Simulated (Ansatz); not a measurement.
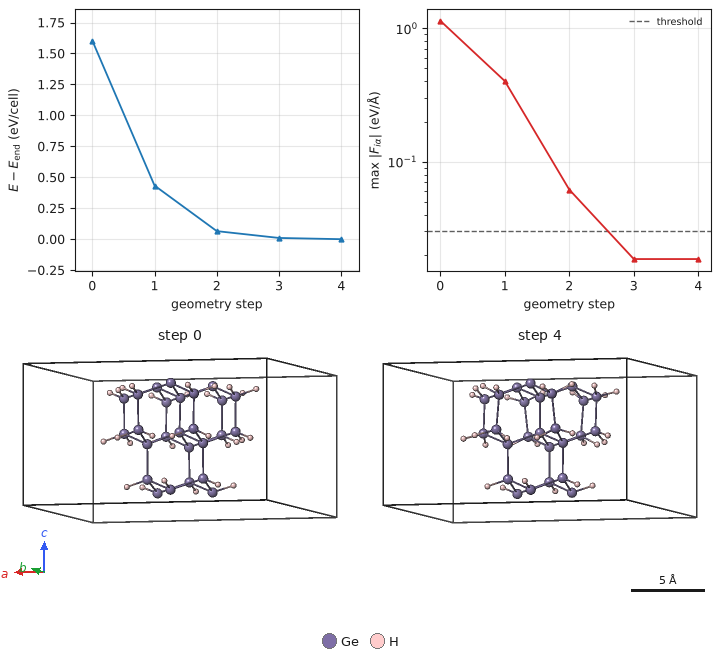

First and last geometry of a relaxation of a wire of composition Ge26H30, with the history of the run. A ball-and-stick model of the cell of the calculation, with the vacuum cut short (origin shifted), seen from a free direction.

All numbers below come from Ansatz 0.2.0, DFT, PBEsol, PAW, plane waves. (plane-wave cutoff 420 eV; k-point mesh 1 × 1 × 3; no spin polarisation; atoms relaxed in a fixed cell; force threshold 0.03 eV/Å; at most 80 steps)

Did the run converge, and what did it change?

Answer. It converged. After 4 geometry steps the energy has fallen by 1.605 eV per cell of the calculation. The largest force component goes from 1.1 to 0.019 eV/Å. The atom that moves furthest relative to the layer's centre is an H atom (0.42 Å). By element the largest moves are H 0.42 Å, Ge 0.19 Å. The cell doesn't change. Some distances before and after: Ge–H 1.640 → 1.546 Å, Ge–Ge 2.535 → 2.446 Å, Ge–H 1.622 → 1.542 Å, Ge–Ge 2.502 → 2.430 Å. Among the angles between lasting bonds that change: Ge–Ge–Ge 110.6° → 102.6°, Ge–Ge–Ge 110.2° → 102.9°, Ge–Ge–Ge 108.7° → 102.8°. Cost: 8.3 s on 1 × NVIDIA GB200 with 8 threads of Arm Neoverse-V2, peak memory 2.5 GiB.

```csv
step,"E − E(0), meV/atom","largest force component, eV/Å"
0,0.00,1.1415
1,-20.92,0.4027
2,-27.49,0.0617
3,-28.48,0.0186
4,-28.65,0.0186
```
